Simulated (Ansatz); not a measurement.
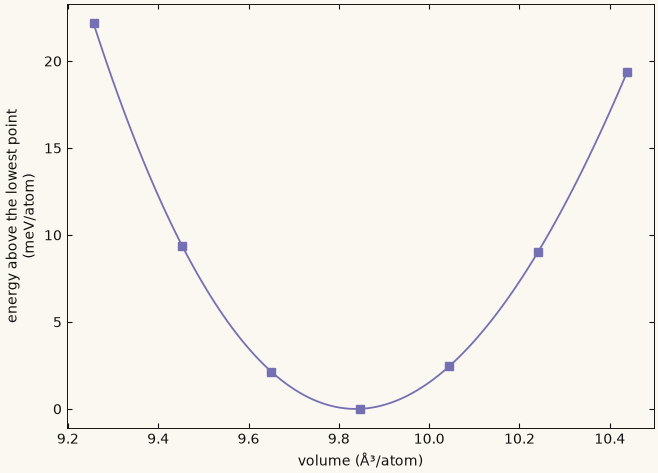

Plotted: energy above the lowest point against volume.

Method: equation of state of a cubic crystal from periodic Kohn-Sham density functional theory without spin, third-order Birch-Murnaghan fit to the free energies; pressure corrected for the finite basis (Ansatz 0.2.0 development build). Level: PBE.

**For which of these solids was it computed?**
A. Al₂O₃, Pn-3m (No. 224)
B. Mn, Im-3m (No. 229)
C. Ru, Fm-3m (No. 225)

A, Al₂O₃: energy above the lowest point from 0.0 meV/atom to 22.2 meV/atom, V0 9.837 Å³/atom, B0 187 GPa. The others give: Mn, energy above the lowest point from 0.0 meV/atom to 37.0 meV/atom, V0 10.78 Å³/atom, B0 278 GPa; Ru, energy above the lowest point from 0.0 meV/atom to 53.6 meV/atom, V0 13.84 Å³/atom, B0 306 GPa.

For Al₂O₃, limits of the calculation: cubic model structure, not the ambient form.

For Mn, limits of the calculation: cubic model structure, not the ambient form; modest k-mesh, values are not fully converged in k; no spin polarisation, a magnetic state may lie lower.

For Ru, limits of the calculation: cubic model structure, not the ambient form; modest k-mesh, values are not fully converged in k.
